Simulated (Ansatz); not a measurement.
# Calculations on Rh

Part 1: Scan

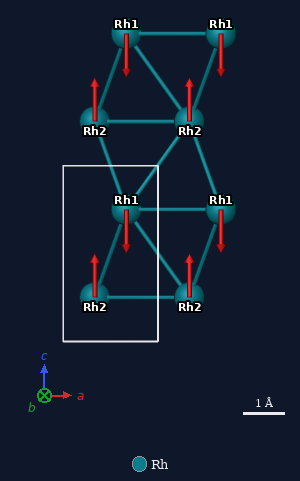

Energy scan for crystalline Rh (P6_3/mmc), in which a normal mode at the zone centre is frozen in with the cell fixed, the amplitude being the largest displacement of an atom. The picture shows the reference cell. The red arrows give the direction of positive displacement. The picture is a ball-and-stick view of the cell of the calculation, repeated 2 × 3 × 2 with one cell outlined, seen along the b axis.

These are results of DFT r2SCAN, scalar-relativistic, plane waves, PAW (Ansatz), not measurements. Settings: plane-wave cutoff 500 eV; k-point mesh 24 × 24 × 14; occupations gaussian; smearing width 0.15 eV; no spin polarisation. Energies (free energies at the smearing named) are counted from the relaxed crystal.

The input:
```yaml
crystal:
  lattice:
    - [2.703643185, 0.0, 0.0]
    - [-1.3518215925, 2.3414236809, 0.0]
    - [0.0, 0.0, 4.3486172186]
  atoms:
    - { symbol: Rh, position: [0.6666666667, 0.3333333333, 0.75] }
    - { symbol: Rh, position: [0.3333333333, 0.6666666667, 0.25] }
basis:
  ecutwfc: 500
kpoints:
  mp_grid: { grid: [24, 24, 14] }
hamiltonian:
  xc: r2scan
scf:
  occupations: { method: gaussian, width: 0.15 }
output:
  forces: true
  stress: true
  eigenvalues: true
```

Launched with:
```bash
ansatz run input.yaml --threads 2 --pin off --max-ram 5120MiB --backend cpu --events-out ev --progress --plain --runs-dir out
```

Question: What energies does the calculation give (the amplitude: −0.120, −0.090, −0.060, −0.030, 0.000, 0.015, 0.030, 0.045, 0.060, 0.075, 0.090, 0.105, 0.120 Å)?

Answer:
| largest displacement (Å) | energy change (meV/cell) |
| --- | --- |
| −0.120 | 328 |
| −0.090 | 183 |
| −0.060 | 81 |
| −0.030 | 20 |
| 0.000 | 0 |
| 0.015 | 5 |
| 0.030 | 20 |
| 0.045 | 46 |
| 0.060 | 81 |
| 0.075 | 127 |
| 0.090 | 183 |
| 0.105 | 250 |
| 0.120 | 328 |

Points that are alike by symmetry were computed once.

The harmonic wavenumber of the mode is 244 cm⁻¹, a stable vibration. The lowest computed point lies at the amplitude 0.00 Å (0 meV/cell). The well is symmetric. At the highest point the shortest interatomic distance is 2.49 Å, against 2.68 Å in the reference. The distortion takes the space group from P6_3/mmc to P-3m1.

Part 2: Scan

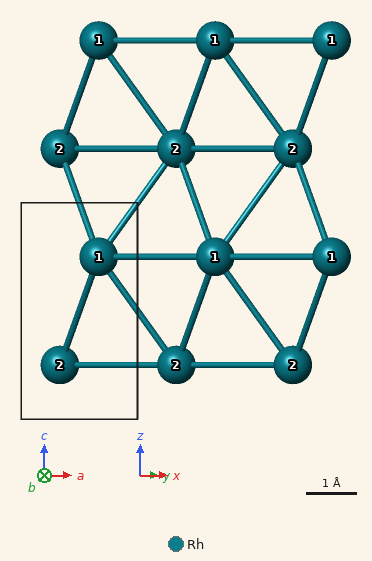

Energy scan for crystalline Rh (P6_3/mmc), in which the cell is strained equally along x and y and separately along z, with the atoms kept at their fractional coordinates. x, y and z are the Cartesian axes of the input. The picture shows the reference cell. A ball-and-stick model of the cell of the calculation, repeated 3 × 2 × 2 with one cell outlined, seen along the b axis.

Method: Ansatz, DFT r2SCAN, scalar-relativistic, plane waves, PAW. Set-up: plane-wave cutoff 500 eV; k-point mesh 24 × 24 × 14; occupations gaussian; smearing width 0.15 eV; no spin polarisation. Energies (free energies at the smearing named) are counted from the relaxed crystal.

The input:

The input is the one shown above.

> What energies does the calculation give on a grid with rows −0.080, −0.040, 0.000, 0.040, 0.080 and columns −0.080, −0.040, 0.000, 0.040, 0.080 (strain along x and y; strain along z)?

Rows: strain along x and y; columns: strain along z; values in meV/atom.

```
        −0.080  −0.040  0.000  0.040  0.080
−0.080     977     662    476    387    372
−0.040     420     206    101     74    105
 0.000     166      38      0     27     98
 0.040     113      58     75    146    251
 0.080     191     196    260    365    498
```

In pairs of (strain along x and y; strain along z): the lowest computed point lies at (0.000, 0.000) (0 meV/atom), the highest at (−0.080, −0.080) (977 meV/atom). The valley is tilted: raising the in-plane strain is made harder by raising the strain along z (cross term 0.49 of the geometric mean of the two curvatures). Over the ranges scanned the energy rises more along the first axis, the in-plane strain. The pressure runs from −35.0 GPa at (0.080, 0.080) to 131.6 GPa at (−0.080, −0.080).

Part 3: One mode

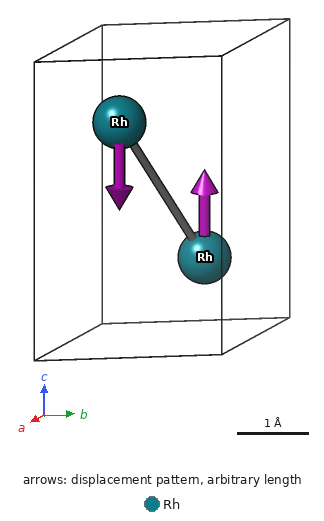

One vibrational mode of solid Rh at the zone centre. Displacements are drawn as purple arrows; their common scale and sign are arbitrary. The picture is a ball-and-stick view of the cell of the calculation, seen slightly off an axis.

Method: DFT r2SCAN, scalar-relativistic, plane waves, PAW in Ansatz 0.2.0.

The input:
```yaml
crystal:
  lattice:
    - [2.703643185, 0.0, 0.0]
    - [-1.3518215925, 2.3414236809, 0.0]
    - [0.0, 0.0, 4.3486172186]
  atoms:
    - { symbol: Rh, position: [0.6666666667, 0.3333333333, 0.75] }
    - { symbol: Rh, position: [0.3333333333, 0.6666666667, 0.25] }
basis:
  ecutwfc: 500
kpoints:
  mp_grid: { grid: [24, 24, 14] }
hamiltonian:
  xc: r2scan
scf:
  occupations: { method: gaussian, width: 0.15 }
output:
  eigenvalues: true
phonons:
  method: fd
  supercell: [1, 1, 1]
  amplitude: 0.02
  eigenvectors: true
  dielectric: false
```

Command:
```bash
ansatz run input.yaml --threads 2 --pin off --max-ram 5120MiB --backend cpu --events-out ev --progress --plain --runs-dir out
```

Q: Describe the mode and give its frequency.

A: This is the B₁g mode at 244 cm⁻¹, the highest optical level, silent by symmetry (neither infrared- nor Raman-active). All motion is along c; atoms of one kind move against one another, with no net shift of their sublattice.
